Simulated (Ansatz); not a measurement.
## Si16O: molecular dynamics (part 2 of 2)

The same run, continued: Si16O (defect cell, 17 atoms in the cell); DFT LDA, scalar-relativistic, plane waves, PAW, PAW set soft_1, spin-polarised (Ansatz 0.2.0); cutoff 420 eV, 2×2×2 k-mesh, Fermi–Dirac smearing of 0.002 eV, collinear spins. One setting was made poor on purpose. It belongs to a series of runs on one base structure; here: dynamics from the last frame of the run before.

Geometry of the input (Å; fractional positions):
```
0.0000  5.4300  5.4300
5.4300  0.0000  5.4300
5.4300  5.4300  0.0000
Si -0.0086  0.0118  0.0192
Si 0.1211  0.1557  0.1233
Si 0.0296  -0.0141  0.4962
Si 0.1285  0.1289  0.6340
Si -0.0529  0.5184  0.0373
Si 0.1266  0.6220  0.1266
Si -0.0080  0.4950  0.4972
Si 0.0740  0.6183  0.6678
Si 0.4845  -0.0265  0.0430
Si 0.6243  0.1319  0.1294
Si 0.4938  0.0186  0.4958
Si 0.6450  0.1184  0.5951
Si 0.4801  0.5195  0.0386
Si 0.5894  0.6076  0.2153
Si 0.4609  0.4830  0.5818
Si 0.6024  0.6288  0.6601
O  0.5282  0.9454  0.8226
```

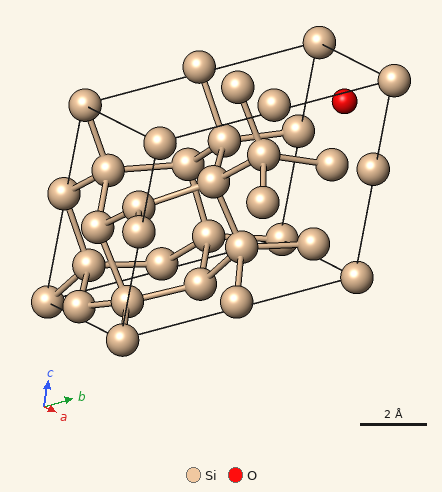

**Figure 1.** The geometry at step 37 of the log (ball-and-stick view of the cell of the calculation, seen slightly off an axis).

What the program printed, continued
```
md step    23: t =    34.50 fs  T =  1063.2 K  F+E_penalty+E_count = -10291.60308715 eV  E_kin = 2.336290 eV  (8 SCF iters)
md step    24: t =    36.00 fs  T =  1038.7 K  F+E_penalty+E_count = -10291.55957979 eV  E_kin = 2.282525 eV  (8 SCF iters)
md step    25: t =    37.50 fs  T =   998.7 K  F+E_penalty+E_count = -10291.50237953 eV  E_kin = 2.194510 eV  (7 SCF iters)
md step    26: t =    39.00 fs  T =   993.0 K  F+E_penalty+E_count = -10291.42599291 eV  E_kin = 2.182146 eV  (7 SCF iters)
md step    27: t =    40.50 fs  T =   922.1 K  F+E_penalty+E_count = -10291.33007738 eV  E_kin = 2.026279 eV  (7 SCF iters)
md step    28: t =    42.00 fs  T =   858.3 K  F+E_penalty+E_count = -10291.23293413 eV  E_kin = 1.886092 eV  (7 SCF iters)
md step    29: t =    43.50 fs  T =   814.0 K  F+E_penalty+E_count = -10291.14324927 eV  E_kin = 1.788696 eV  (7 SCF iters)
md step    30: t =    45.00 fs  T =   768.2 K  F+E_penalty+E_count = -10291.06541303 eV  E_kin = 1.688007 eV  (8 SCF iters)
md step    31: t =    46.50 fs  T =   759.2 K  F+E_penalty+E_count = -10290.99660712 eV  E_kin = 1.668348 eV  (8 SCF iters)
md step    32: t =    48.00 fs  T =   698.9 K  F+E_penalty+E_count = -10290.93110833 eV  E_kin = 1.535727 eV  (8 SCF iters)
md step    33: t =    49.50 fs  T =   720.2 K  F+E_penalty+E_count = -10290.86472027 eV  E_kin = 1.582508 eV  (8 SCF iters)
md step    34: t =    51.00 fs  T =   685.9 K  F+E_penalty+E_count = -10290.80144734 eV  E_kin = 1.507313 eV  (7 SCF iters)
md step    35: t =    52.50 fs  T =   712.3 K  F+E_penalty+E_count = -10290.75484035 eV  E_kin = 1.565133 eV  (7 SCF iters)
md step    36: t =    54.00 fs  T =   658.1 K  F+E_penalty+E_count = -10290.72568291 eV  E_kin = 1.446059 eV  (7 SCF iters)
md step    37: t =    55.50 fs  T =   654.5 K  F+E_penalty+E_count = -10290.70917175 eV  E_kin = 1.438277 eV  (8 SCF iters)
md step    38: t =    57.00 fs  T =   603.7 K  F+E_penalty+E_count = -10290.69099140 eV  E_kin = 1.326557 eV  (7 SCF iters)
md step    39: t =    58.50 fs  T =   613.0 K  F+E_penalty+E_count = -10290.67955338 eV  E_kin = 1.346917 eV  (8 SCF iters)
md step    40: t =    60.00 fs  T =   613.1 K  F+E_penalty+E_count = -10290.68405353 eV  E_kin = 1.347313 eV  (8 SCF iters)
md step    41: t =    61.50 fs  T =   668.9 K  F+E_penalty+E_count = -10290.70044162 eV  E_kin = 1.469817 eV  (8 SCF iters)
md step    42: t =    63.00 fs  T =   676.9 K  F+E_penalty+E_count = -10290.72690869 eV  E_kin = 1.487400 eV  (7 SCF iters)
md step    43: t =    64.50 fs  T =   675.8 K  F+E_penalty+E_count = -10290.76615818 eV  E_kin = 1.485006 eV  (7 SCF iters)
md step    44: t =    66.00 fs  T =   798.7 K  F+E_penalty+E_count = -10290.80765858 eV  E_kin = 1.755157 eV  (7 SCF iters)
preconditioner: auto → Resta (q_TF=auto, 2.118 Å⁻¹)  ε∞=5.5  [insulator: Δε(μ)=0.147 eV  Ē_g=8.046 eV  σ=0.002 eV  W_gap=1.00  n_scr=58 (ndim 8)  ℏωp=17.1
[...]
preconditioner: auto → Resta (q_TF=auto, 2.118 Å⁻¹)  ε∞=5.5  [insulator: Δε(μ)=0.236 eV  Ē_g=8.041 eV  σ=0.002 eV  W_gap=1.00  n_scr=58 (ndim 8)  ℏωp=17.1 eV  f_vac=0.000  D(μ)=0.00/eV (n_scr^D=0)  ε∞_Penn≈5.5]
spin=Collinear: Resta preconditioning applied to the charge; magnetization (m = ρ↑ − ρ↓) channel mixes plain (no charge-response kernel on spin).
SCF iter   2: F=—  HF=-10290.277136 eV  |F-HF|=—  |Δ(HF+E_count)|=   1.30e-3  Δρ=7.05e-4 (↑6.42e-4 ↓7.05e-4)  dr2=3.09e-3  dr2_m=7.00e-4  M=0.000 μB ∫|m|=0.004 μB  β_m=0.50  ethr=1.12e-5  ⟨swp⟩=2.1  Hψ=1193  notcnv=0
SCF iter   3: F=—  HF=-10290.276725 eV  |F-HF|=—  |Δ(HF+E_count)|=   4.11e-4  Δρ=2.20e-4 (↑2.08e-4 ↓2.20e-4)  dr2=1.91e-4  dr2_m=7.07e-5  M=0.000 μB ∫|m|=0.001 μB  β_m=0.53  ethr=4.41e-6  ⟨swp⟩=5.6  Hψ=1931  notcnv=0
SCF iter   4: F=—  HF=-10290.276723 eV  |F-HF|=—  |Δ(HF+E_count)|=   2.53e-6  Δρ=5.47e-5 (↑5.47e-5 ↓5.33e-5)  dr2=1.67e-5  dr2_m=5.15e-6  M=0.000 μB ∫|m|=0.000 μB  β_m=0.66  ethr=2.73e-7  ⟨swp⟩=4.0  Hψ=1802  notcnv=0
SCF iter   5: F=—  HF=-10290.276686 eV  |F-HF|=—  |Δ(HF+E_count)|=   3.67e-5  Δρ=8.02e-6 (↑8.02e-6 ↓7.36e-6)  dr2=7.77e-7  dr2_m=2.62e-8  M=0.000 μB ∫|m|=0.000 μB  β_m=0.80  ethr=2.39e-8  ⟨swp⟩=2.2  Hψ=1355  notcnv=0
iter 6 did not close the SCF: its close was put off for a magnetic moment that had not settled (scf_convergence_deferred on its scf_iter line)
SCF iter   6: F=-10290.276686 eV  HF=-10290.276686 eV  |F-HF|=6.17e-9  |Δ(HF+E_count)|=   3.59e-8  Δρ=1.74e-6 (↑1.74e-6 ↓1.66e-6)  dr2=4.45e-8  dr2_m=1.72e-9  M=0.000 μB ∫|m|=0.000 μB  β_m=0.90  ethr=1.43e-10  ⟨swp⟩=4.8  Hψ=2579  notcnv=0
SCF iter   7: F=-10290.276686 eV  HF=-10290.276686 eV  |F-HF|=7.91e-10  |Δ(HF+E_count)|=   1.88e-9  Δρ=3.12e-7 (↑2.92e-7 ↓3.12e-7)  dr2=2.17e-9  dr2_m=3.56e-11  M=0.000 μB ∫|m|=0.000 μB  ethr=6.35e-11  ⟨swp⟩=1.4  Hψ=2345  notcnv=0
the starting moments were not kept: the SCF closed with an absolute magnetisation of 1.4e-6 μB, where they sum to 1 μB in size (1 site). That is at most 0.1 of that sum. Measured as dr2_m measures the in/out step, that magnetisation stands 6.7e-13 eV from none, at or under the dr2_threshold of 1.0e-7 eV: it is no larger than a step whose dr2_m would equal this threshold.
SCF 91 converged in 7 iterations: F = -10290.276686 eV  dr2 = 2.17e-9
md step    90: t =   135.00 fs  T =   574.9 K  F+E_penalty+E_count = -10290.27668618 eV  E_kin = 1.263191 eV  (7 SCF iters)
```

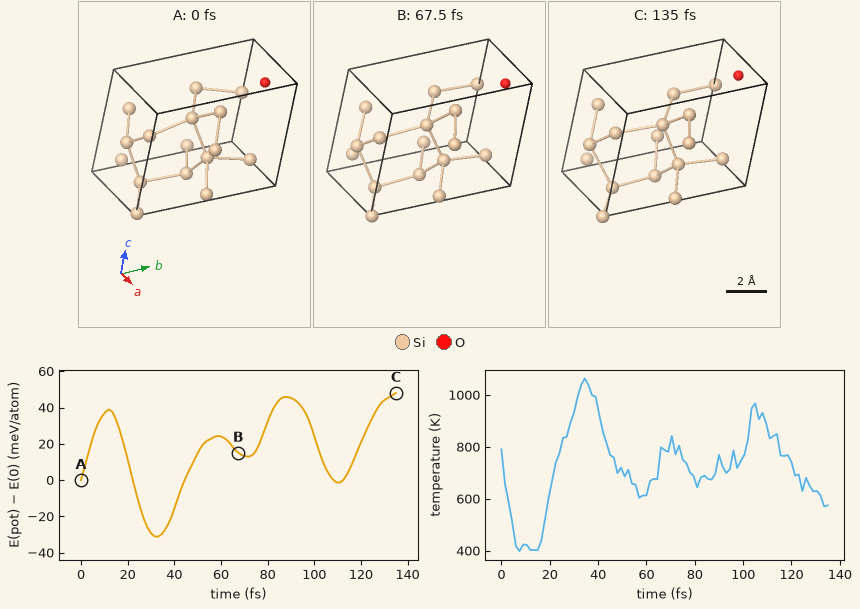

**Figure 2.** Frames of the molecular dynamics (ball-and-stick, reduced simulation cell, seen slightly off an axis) above the curves, on which the letters mark them. The trajectory kept here has 91 frames over 135 fs. The temperature starts at 791 K, ranges from 399 to 1063 K and averages 745 K over the second half. The potential energy ends 48.1 meV/atom above its first value. With the common drift removed, the root-mean-square displacement is 0.37 Å.

```
SCF converged after 7 iterations
Magnetization: 0.0000 μB (35.0000 up, 35.0000 down)
Absolute magnetization: 0.0000 μB (∫|ρ↑−ρ↓|, with the PAW one-centre terms)
Spin contamination: 0.0000 ħ² per cell (⟨S²⟩ above its minimum at these occupations)
Per-site moments (μB) at R_I (Å): [(-3.468878224598763e-9, 0.9097512257588266), (2.0857297201191965e-8, 0.9636728308875944), (1.6687851626516963e-9, 0.9289084695850585), (5.06628502804363e-9, 0.9134695233811324), (-8.843998846776447e-9, 0.9639944297256274), (7.398737618507498e-9, 0.9097512257588266), (-5.6325800807641035e-9, 0.9357080589518892), (1.5993928851490986e-9, 0.9212927100069435), (-4.417717134307605e-9, 0.6557762249341228), (-1.052789584446836e-8, 0.9334536505509979), (-5.753561376846449e-9, 0.9485074864878706), (1.2871965014141623e-8, 0.6840066685080636), (-9.374804686959802e-9, 0.9559342804285827), (-4.3842612253275154e-10, 0.9507757022901161), (1.305553404921519e-8, 0.9212927100069435), (2.724127665764391e-9, 0.9357080589518892), (-7.184003525302967e-8, 0.6557762249341228)]
Free energy (F): -10290.276686 eV
Harris-Foulkes:  -10290.276686 eV  (|F-HF|=7.91e-10)
Internal energy: -10290.276686 eV  (E = F + TS)
E sigma→0 (E₀):  -10290.276686 eV
Fermi energy:    6.467343 eV
--- Per-component energies (eV) ---
  E_band       = 50.583711
  E_kinetic    = 830.100434
  E_local      = -1027.051407  (includes V_loc(G=0)·N_el)
  E_nonlocal   = 436.435145
  E_hartree    = 375.685297
  E_xc         = -968.117616
  E_vxc        = -861.475541  (∫ρ·V_xc dr)
  E_paw        = -7912.757582  (= ΣΔE_a)
  E_vpaw       = -78.797106  (= ΣTr[D̂ρ^β])
  E_aug_tail   = 0.001377  (compensation charges beyond the density's cutoff)
  E_ewald      = -2026.018549
  E_core_change = 1.446214  (= ΣΔE_core)
  E_smearing   = -0.000000  (= −TS)
  E_closure    = 0.000000  (closes the sum)
  Σ components = -10290.276686   (vs F -10290.276686, Δ=0.00e0)
--- Forces (eV/Å), atoms counted from 1 ---
  atom   1  Si     1.80358056    -0.11710384     0.28109757
  atom   2  Si     1.61272794     1.30454362    -0.10148769
  atom   3  Si    -0.99315053    -2.00655910    -0.65790114
  atom   4  Si    -0.65642076    -0.35863889     1.93828878
  atom   5  Si    -0.07581397    -0.17431071     0.52101596
  atom   6  Si    -2.68823453     0.58206844    -0.10081076
  atom   7  Si    -0.76217886     0.66220330    -0.36790094
  atom   8  Si     1.42659739     0.31817208    -1.55420815
  atom   9  Si     1.82453240     1.64342274    -1.41029560
  atom  10  Si     0.61428030     0.37817543    -0.72268938
  atom  11  Si    -0.21128484    -0.96512326     0.92357520
  atom  12  Si     0.34811658     0.33710479     1.39846167
  atom  13  Si     1.17967177     0.35244011    -0.07170200
  atom  14  Si    -0.33344242    -0.15333581    -0.21689795
  atom  15  Si    -1.06839045     1.27851567     0.25449423
  atom  16  Si     0.20204696    -0.90222815    -0.96376095
  atom  17  O     -2.22262703    -2.17934657     0.85071429
  max |Σ_I F_I| component: 1.05e-5 eV/Å
--- MD trajectory: 90 steps, t = 0.0 → 135.0 fs ---
  final state: T = 574.9 K   F+E_penalty+E_count = -10290.27668618 eV   E_kin = 1.263191 eV
```

Trajectory as extended XYZ (Å, eV, eV/Å), 6 of the 91 frames kept, from step=0 to step=90
```
17
Lattice="0.0000 5.4300 5.4300 5.4300 0.0000 5.4300 5.4300 5.4300 0.0000" Properties=species:S:1:pos:R:3:forces:R:3 step=0 time_fs=0.0 energy=-10291.09361 temperature=790.6
Si    0.1681    0.0571    0.0171   -0.9195   0.2965   0.3585
Si    1.5149    1.3272    1.5029   -0.1922   0.3661  -1.1134
Si    2.6176    2.8550    0.0843    0.9614  -0.4623  -0.4119
Si    4.1429    4.1403    1.3976    0.2058  -0.0354  -0.8529
Si    3.0176   -0.0846    2.5281   -0.3495   0.6160   0.8310
Si    4.0648    1.3747    4.0647    1.4251  -1.1013  -0.2034
Si    5.3876    2.6562    2.6443    1.1914  -0.1462  -0.4218
Si    6.9834    4.0275    3.7591   -0.8107   0.0851   0.8706
Si    0.0894    2.8643    2.4872    1.2668   0.4321   0.0515
Si    1.4185    4.0923    4.1058   -0.2490  -1.2310   0.0248
Si    2.7932    5.3734    2.7820   -1.7387  -0.5935  -0.9554
Si    3.8743    6.7334    4.1450    0.5947   0.6326   0.9567
Si    3.0306    2.8166    5.4282   -1.6632   0.8034   0.2491
Si    4.4683    4.3693    6.4996    0.2127  -0.7070  -0.4238
Si    5.7818    5.6620    5.1254   -0.1432   0.0936  -0.9360
Si    6.9987    6.8552    6.6852    0.0814   0.1588   0.9065
O     9.6003    7.3351    8.0016    0.1267   0.7923   1.0698
17
Lattice="0.0000 5.4300 5.4300 5.4300 0.0000 5.4300 5.4300 5.4300 0.0000" Properties=species:S:1:pos:R:3:forces:R:3 step=18 time_fs=27.0 energy=-10291.45898 temperature=839.0
Si    0.0994    0.0664   -0.0188   -0.3895  -0.2595   0.9012
Si    1.5745    1.3157    1.3130   -0.6838  -0.3952   0.7812
Si    2.6805    2.8240    0.0846    1.2097   0.1830  -0.6171
Si    4.2084    4.0359    1.4073   -0.1826   0.5810  -0.7541
Si    2.9871   -0.1024    2.5924   -0.4242   0.2243  -0.2520
Si    4.1905    1.3006    3.9842   -0.5014   0.5107   0.7265
Si    5.5086    2.6736    2.7064    0.7501  -0.0618  -0.3505
Si    6.9163    4.0924    3.9404    0.2398  -0.0780  -0.1855
Si    0.1712    2.7714    2.4791    0.1404   1.1679  -0.1345
Si    1.3976    4.0641    4.2347   -0.2064  -1.3200  -1.5208
Si    2.7068    5.2088    2.6864   -0.5624   1.2003   0.7978
Si    3.9472    6.7667    4.1872   -1.6181  -0.5533  -1.0102
Si    2.9350    2.7852    5.4458    0.2330  -0.0037  -0.5703
Si    4.4010    4.3346    6.4610    0.5434  -0.7619   0.4006
Si    5.7188    5.7194    5.0898    0.2213  -0.0558   0.6583
Si    6.9513    6.9005    6.6972    0.3766  -0.9833   0.8460
O     9.5353    7.4601    8.0980    0.8540   0.6053   0.2834
17
Lattice="0.0000 5.4300 5.4300 5.4300 0.0000 5.4300 5.4300 5.4300 0.0000" Properties=species:S:1:pos:R:3:forces:R:3 step=36 time_fs=54.0 energy=-10290.72568 temperature=658.1
Si    0.0152    0.0135    0.0799    1.0586   0.7229  -1.1098
Si    1.5667    1.3616    1.2158    0.1529   0.6540   0.3615
Si    2.9330    2.8523   -0.1057   -1.8940  -0.5140   0.4930
Si    4.2050    4.0932    1.2849   -0.2184  -1.0525   2.3091
Si    2.8611   -0.0120    2.5784    0.6216  -0.2526   0.2347
Si    4.2784    1.2782    3.9924   -1.2105   0.9414   0.1219
Si    5.7198    2.6552    2.7398   -1.4980   0.7489  -0.1992
Si    6.8526    4.1765    4.0500    1.1835  -0.0977  -0.5326
Si    0.2823    2.9123    2.4485   -1.7189  -1.9881  -1.1020
Si    1.1641    3.8482    4.1594    1.5748   1.8834   1.0843
Si    2.5258    5.2246    2.6034    0.0247  -0.9290   0.3641
Si    3.6626    6.5779    4.0491    1.7936   0.5319  -0.1399
Si    2.8332    2.8891    5.4245    1.2353  -1.1396  -0.7578
Si    4.4041    4.2087    6.5307   -0.8340   0.9005   0.3878
Si    5.5696    5.6838    5.2172   -0.3577   0.5112   0.0388
Si    7.0105    6.8909    6.7356   -0.2964  -0.6045  -0.6501
O     9.6686    7.6985    8.3868    0.3828  -0.3161  -0.9035
17
Lattice="0.0000 5.4300 5.4300 5.4300 0.0000 5.4300 5.4300 5.4300 0.0000" Properties=species:S:1:pos:R:3:forces:R:3 step=54 time_fs=81.0 energy=-10290.49244 temperature=644.1
Si    0.0811    0.0904    0.1251   -0.9093   0.4709   0.3304
Si    1.6880    1.5184    1.2172   -1.4145  -0.8917   0.4594
Si    2.9271    2.7578   -0.1579    0.0967   0.8694   0.7009
Si    4.2001    3.9993    1.5372   -0.2930   0.6260  -1.4474
Si    2.8390    0.0746    2.6136    0.3733   0.2514   0.4133
Si    4.1285    1.4341    4.0526    2.1823  -0.8730  -1.0923
Si    5.7195    2.7930    2.7215    0.0828  -0.7063   0.9139
Si    7.0093    4.3007    4.1305   -1.2181  -0.3189  -0.0374
Si    0.2143    2.8537    2.3575    1.6382   1.2465   1.2482
Si    1.2450    4.0662    4.2363    0.2645  -1.4127  -0.6409
Si    2.4029    5.1686    2.6050    0.9076  -0.1099  -0.3085
Si    3.6907    6.5450    3.8853    0.1225  -1.2766   2.2664
Si    2.9923    2.7896    5.3491   -1.7523   0.9494   0.8098
Si    4.2591    4.2526    6.6895   -0.3406   0.0168  -0.2490
Si    5.3847    5.7069    5.4230    0.5082  -0.2656  -2.1761
Si    6.9770    6.8104    6.6250   -0.2438   1.0976   0.7004
O     9.7378    7.6609    8.4026   -0.0044   0.3267  -1.8910
17
Lattice="0.0000 5.4300 5.4300 5.4300 0.0000 5.4300 5.4300 5.4300 0.0000" Properties=species:S:1:pos:R:3:forces:R:3 step=72 time_fs=108.0 energy=-10291.08805 temperature=931.4
Si    0.0114    0.1816    0.1773    0.1104  -0.5341  -0.7521
Si    1.6099    1.4594    1.3394   -0.9299   0.6327  -0.0102
Si    2.9520    2.7008   -0.0474    0.1817   0.6914   0.5248
Si    4.1976    4.0973    1.5721    0.0847  -0.0276  -1.9758
Si    2.7967    0.2006    2.8108    0.2463  -1.3068  -1.1032
Si    4.2760    1.4628    3.8736    0.5820   0.7984   2.4504
Si    5.7108    2.9589    2.8162    0.3459  -0.6611  -0.0949
Si    7.0118    4.3045    4.2417   -0.4762  -0.4418   0.4519
Si    0.2705    3.0008    2.5293   -0.9350  -0.9958  -0.0188
Si    1.3651    4.0451    4.2612   -1.2511   0.3469   0.5066
Si    2.4567    5.1229    2.5668   -0.2238   1.5620   0.5317
Si    3.8497    6.5127    3.9866   -0.5285   0.7520  -1.4465
Si    2.8624    2.7803    5.4205    0.8871  -0.4972  -0.2394
Si    4.1177    4.2120    6.8093    0.1762   1.0529  -0.4818
Si    5.3882    5.6444    5.3919    0.7698  -0.6104   0.3070
Si    6.8380    6.9559    6.7089   -0.0085  -0.5918   0.5829
O     9.6980    7.4343    8.0607    0.9690  -0.1696   0.7673
17
Lattice="0.0000 5.4300 5.4300 5.4300 0.0000 5.4300 5.4300 5.4300 0.0000" Properties=species:S:1:pos:R:3:forces:R:3 step=90 time_fs=135.0 energy=-10290.27669 temperature=574.9
Si   -0.1267    0.2492    0.0382    1.8036  -0.1171   0.2811
Si    1.3581    1.4535    1.3808    1.6127   1.3045  -0.1015
Si    2.9801    2.8199    0.0491   -0.9932  -2.0066  -0.6579
Si    4.2301    4.2117    1.3026   -0.6564  -0.3586   1.9383
Si    2.7856    0.1853    2.7488   -0.0758  -0.1743   0.5210
Si    4.4306    1.5354    3.9036   -2.6882   0.5821  -0.1008
Si    5.7662    3.0264    2.8055   -0.7622   0.6622  -0.3679
Si    6.9273    4.2329    4.4160    1.4266   0.3182  -1.5542
Si    0.1429    3.0249    2.6951    1.8245   1.6434  -1.4103
Si    1.2055    4.0624    4.4026    0.6143   0.3782  -0.7227
Si    2.4241    5.2746    2.5431   -0.2113  -0.9651   0.9236
Si    3.7980    6.5610    3.8641    0.3481   0.3371   1.3985
Si    2.8265    2.7610    5.4681    1.1797   0.3524  -0.0717
Si    4.1584    4.3303    6.7912   -0.3334  -0.1533  -0.2169
Si    5.4605    5.6106    5.3849   -1.0684   1.2785   0.2545
Si    6.8068    7.0072    6.8346    0.2020  -0.9022  -0.9638
O     9.9256    7.2947    7.9809   -2.2226  -2.1793   0.8507
```
